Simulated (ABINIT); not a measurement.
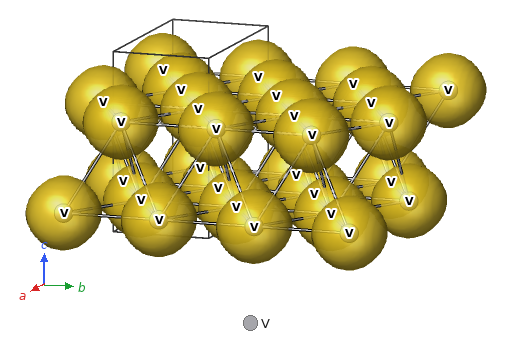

Figure 1: V. Isosurface of the valence charge density (pseudo) at 0.5 e/Å³ (yellow), seen slightly off an axis. Sticks mark near contacts.

Space group P-1; a structure from a database of computed crystals, not necessarily the ambient phase; spin-polarised.

Theory: Kohn-Sham DFT of a periodic cell, PBE, JTH PAW PBE v2.0 (ABINIT 10.8.3).

The density is the valence pseudo-density of a PAW calculation; it isn't the true density close to the nuclei.

> What does this surface tell about the bonding?

At this value the density breaks into separate islands; it holds about 80 % of the electrons treated as valence. It bridges none of the near contacts. It is pinched off along the sampled V–V (2.60 Å), V–V (2.77 Å) and V–V (2.81 Å) contacts. On the grid the lowest density along these lines, outside the cores, is 0.3 e/Å³ (V–V, 2.60 Å), 0.24 e/Å³ (V–V, 2.77 Å) and 0.23 e/Å³ (V–V, 2.81 Å).
